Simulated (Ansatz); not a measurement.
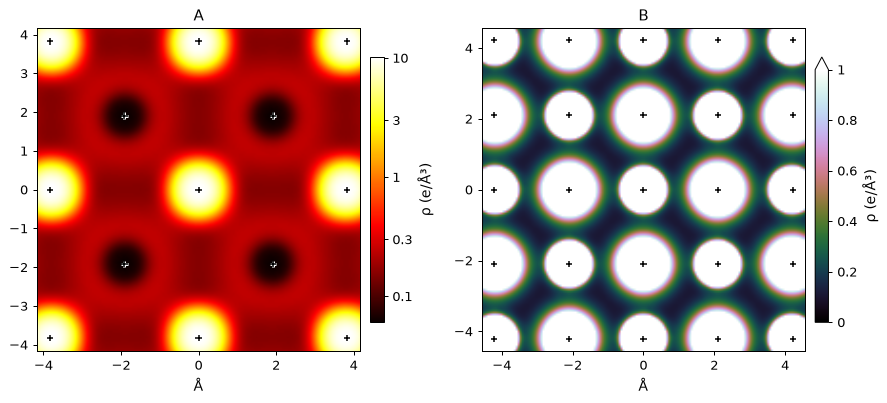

The valence electron density of 2 systems, each on a plane through atoms (crosses mark nuclei in the plane).

Method: DFT r2SCAN, scalar-relativistic, plane waves, PAW (Ansatz).

System 1: TiAl3, the (001) plane of the conventional cell. Space group I4/mmm; a structure from a database of computed crystals, not necessarily the ambient phase; computed without spin polarisation.

```yaml
crystal:
  lattice:
    - [3.82221, 0.00000, 0.00000]
    - [0.00000, 3.82221, 0.00000]
    - [0.00000, 0.00000, 8.56134]
  atoms:
    - { symbol: Ti, position: [0.00000, 0.00000, 0.00000] }
    - { symbol: Ti, position: [0.50000, 0.50000, 0.50000] }
    - { symbol: Al, position: [0.00000, 0.00000, 0.50000] }
    - { symbol: Al, position: [0.50000, 0.50000, 0.00000] }
    - { symbol: Al, position: [0.00000, 0.50000, 0.25000] }
    - { symbol: Al, position: [0.50000, 0.00000, 0.75000] }
    - { symbol: Al, position: [0.50000, 0.00000, 0.25000] }
    - { symbol: Al, position: [0.00000, 0.50000, 0.75000] }
```

System 2: MgO, the (100) plane of the conventional cell. Space group Fm-3m.

```yaml
crystal:
  lattice:
    - [4.21700, 0.00000, 0.00000]
    - [0.00000, 4.21700, 0.00000]
    - [0.00000, 0.00000, 4.21700]
  atoms:
    - { symbol: Mg, position: [0.00000, 0.00000, 0.00000] }
    - { symbol: Mg, position: [0.50000, 0.50000, 0.00000] }
    - { symbol: Mg, position: [0.50000, 0.00000, 0.50000] }
    - { symbol: Mg, position: [0.00000, 0.50000, 0.50000] }
    - { symbol: O, position: [0.50000, 0.00000, 0.00000] }
    - { symbol: O, position: [0.00000, 0.50000, 0.00000] }
    - { symbol: O, position: [0.00000, 0.00000, 0.50000] }
    - { symbol: O, position: [0.50000, 0.50000, 0.50000] }
```

Which map belongs to which system?

Answer. Panel A is system 1, TiAl3: the plane holds Ti and Al. Ti–Al (2.70 Å): the density is about 0.23 e/Å³ at the midpoint. Panel B is system 2, MgO: the plane holds Mg and O. Mg–O (2.11 Å): ρ is about 0.33 e/Å³ halfway.
